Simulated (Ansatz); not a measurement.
**Sn₁₆O₁₇ (cell with a defect): density, localisation and related maps**

The calculation's input:

```
crystal:
  lattice:
    - [-7.7365256589, 0.0, -5.0662403107]
    - [7.7365256589, 0.0, -5.0662403107]
    - [0.0, -7.7365256589, 5.0662403107]
  atoms:
    - { symbol: Sn, position: [0.2606121628, 0.7606121628, 0.25] }
    - { symbol: Sn, position: [0.5106121628, 0.0106121628, 0.75] }
    - { symbol: Sn, position: [0.5106121628, 0.5106121628, 0.25] }
    - { symbol: Sn, position: [0.0106121628, 0.0106121628, 0.25] }
    - { symbol: Sn, position: [0.2606121628, 0.2606121628, 0.75] }
    - { symbol: Sn, position: [0.7606121628, 0.7606121628, 0.75] }
    - { symbol: Sn, position: [0.7606121628, 0.2606121628, 0.25] }
    - { symbol: Sn, position: [0.0106121628, 0.5106121628, 0.75] }
    - { symbol: Sn, position: [0.7393878372, 0.4893878372, 0.0] }
    - { symbol: Sn, position: [0.9893878372, 0.7393878372, 0.5] }
    - { symbol: Sn, position: [0.9893878372, 0.2393878372, 0.0] }
    - { symbol: Sn, position: [0.4893878372, 0.7393878372, 0.0] }
    - { symbol: Sn, position: [0.7393878372, 0.9893878372, 0.5] }
    - { symbol: Sn, position: [0.2393878372, 0.4893878372, 0.5] }
    - { symbol: Sn, position: [0.2393878372, 0.9893878372, 0.0] }
    - { symbol: Sn, position: [0.4893878372, 0.2393878372, 0.5] }
    - { symbol: O, position: [0.75, 0.5, 0.25] }
    - { symbol: O, position: [0.0, 0.75, 0.75] }
    - { symbol: O, position: [0.0, 0.25, 0.25] }
    - { symbol: O, position: [0.5, 0.75, 0.25] }
    - { symbol: O, position: [0.75, 0.0, 0.75] }
    - { symbol: O, position: [0.25, 0.5, 0.75] }
    - { symbol: O, position: [0.25, 0.0, 0.25] }
    - { symbol: O, position: [0.5, 0.25, 0.75] }
    - { symbol: O, position: [0.75, 0.75, 0.5] }
    - { symbol: O, position: [1.0, 1.0, 1.0] }
    - { symbol: O, position: [0.0, 0.5, 0.5] }
    - { symbol: O, position: [0.5, 0.0, 0.5] }
    - { symbol: O, position: [0.75, 0.25, 1.0] }
    - { symbol: O, position: [0.25, 0.75, 1.0] }
    - { symbol: O, position: [0.25, 0.25, 0.5] }
    - { symbol: O, position: [0.5, 0.5, 1.0] }
    - { symbol: O, position: [0.5208333333, 0.5208333333, 0.75] }
  host:
    lattice:
      - [3.8682628294, 0.0, 0.0]
      - [0.0, 3.8682628294, 0.0]
      - [0.0, 0.0, 5.0662403107]
    atoms:
      - { symbol: Sn, position: [0.0, 0.5, 0.2287756745] }
      - { symbol: Sn, position: [0.5, 0.0, 0.7712243255] }
      - { symbol: O, position: [0.5, 0.5, 0.0] }
      - { symbol: O, position: [0.0, 0.0, 0.0] }
basis:
  ecutwfc: 420
  xc_grid: 2
kpoints:
  mp_grid: { grid: [3, 3, 3], shift: [0.0, 0.0, 0.0] }
hamiltonian:
  xc: pbe
scf:
  occupations: { method: gaussian, width: 0.02 }
output:
  forces: true
  stress: false
  eigenvalues: true
  charged_corrections:
    defect_position: [0.52083333, 0.52083333, 0.75]
    epsilon: [[22.126, 0.0, 0.0], [0.0, 22.126, 0.0], [0.0, 0.0, 11.7743]]
  write_density: true
  write_potential: true
  elf: true
  volumetric_format: npy
relax:
  adjacent_minimum: "off"
  f_tol: 0.025
  max_steps: 45
```

Launched as:

```sh
ansatz run input.yaml --threads 4 --pin off --max-ram 10240MiB --backend cpu --events-out ev --progress --plain --runs-dir out
```

The fields are those of the run's last geometry, not of the input's.

All numbers below come from DFT PBE, scalar-relativistic, plane waves, PAW (Ansatz).

In a PAW calculation such maps are meaningful between the atoms, not at the nuclei.

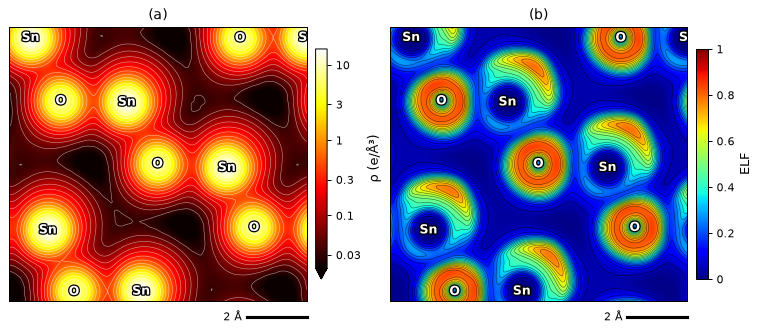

Figure 1. (a) valence charge density (pseudo); (b) ELF on the (001) plane of the calculation cell.

Question: Interpret the plot.

Answer: The section cuts through Sn and O sites.
Sn–O (2.20 Å): ρ at the midpoint is about 0.5 e/Å³; the ELF peaks at about 0.85 in the valence shell of O, 0.6 Å from its nucleus, and is about 0.20 at the midpoint; no shared electron pair shows on this line.
Between the atoms the lowest density in this plane is 0.01 e/Å³.

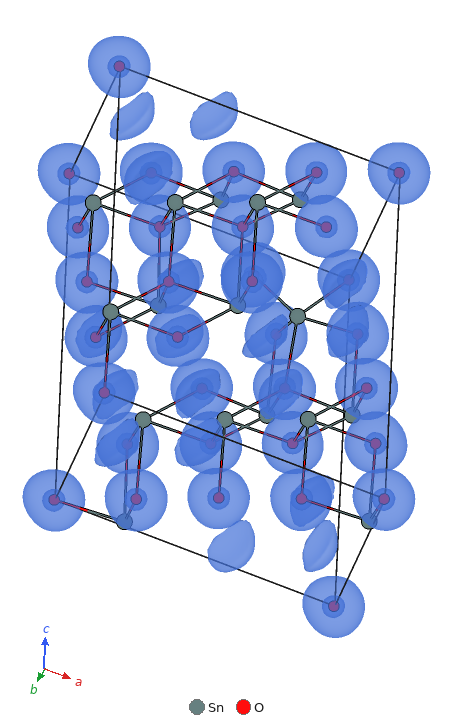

Figure 2. Isosurface of the ELF at 0.65 (blue), seen at an oblique angle. Core shells and regions of very low density are left out. Sticks mark near contacts.

Question: Where are the electrons localised?

Answer: At this value the surface marks out 15 lobes on Sn, pointing away from the bonds (lone pairs) and 17 regions wrapped around O (the valence shell of each), counted in one cell of 33 atoms. Any copies at cell faces, edges or corners count once. Along the contacts the grid gives the following. Sn–O (1.94 Å): the ELF peaks at about 0.75 in the valence shell of O, 0.6 Å from its nucleus, and is about 0.30 at the midpoint. Sn–O (2.09 Å): the ELF peaks at about 0.80 in the valence shell of O, 0.6 Å from its nucleus, and is about 0.25 at the midpoint; no shared electron pair shows on this line.

Question: Does the calculation make it a metal, or give it a gap?

Answer: It is gapped, with a Kohn–Sham gap of 1.0 eV on the k-point mesh (the band edges may lie off the mesh, which would make the gap smaller).
